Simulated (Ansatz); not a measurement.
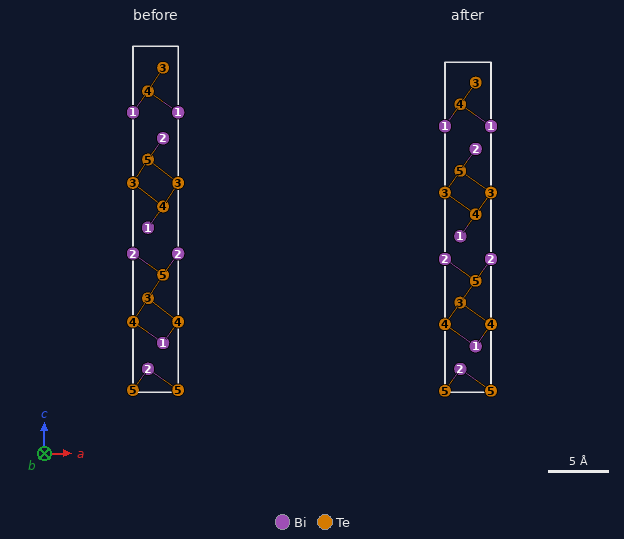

The structure of a crystal of Bi2Te3 (set up in R3m) before (left) and after (right) a relaxation, at one scale.

The picture is a ball-and-stick view of the conventional cell (3 times the calculation's cell), seen along the b axis. Lengths and directions refer to the drawn axes.

Computed with DFT PBEsol, scalar-relativistic, plane waves, PAW in Ansatz 0.2.0. (plane-wave cutoff 420 eV; k-point mesh 12 × 12 × 12; occupations gaussian; smearing width 0.1 eV; no spin polarisation; cell and atoms relaxed; force threshold 0.005 eV/Å; at most 80 steps)

What changed between the two?

The run was cut off at its time limit before the program reported convergence, but its last step already meets the force threshold: the largest component is 0.0047 eV/Å against 0.005 eV/Å. The pressure is within 0.03 GPa of its target. The largest moves relative to the cell, 0.084 Å, are those of Bi1 and Bi2. Bi1 goes along −c. Largest moves by element: Bi 0.084 Å, Te 0.058 Å. The volume changes by −0.7 %, with a = b 4.390 → 4.479 Å (+2.0 %), c 29.119 → 27.784 Å (−4.6 %). Among the contacts that change: Bi1–Te4 3.099 → 3.176 Å, Te3–Te4 3.216 → 3.168 Å, Te3–Te5 3.213 → 3.168 Å. Bond angles that change, for instance: Te3–Te4–Te3 86.1° → 90.0°, Te4–Te3–Te5 93.9° → 90.0°, Bi1–Te4–Te3 177.1° → 179.8°. The space group stays R-3m (No. 166). The energy falls by 1.9 meV per atom in 8 accepted moves (10 points after the start). The largest force component goes from 0.083 to 0.0047 eV/Å. The pressure goes from −0.05 to 0.03 GPa. The line search rejected the trial steps at points 2, 8 of the run.
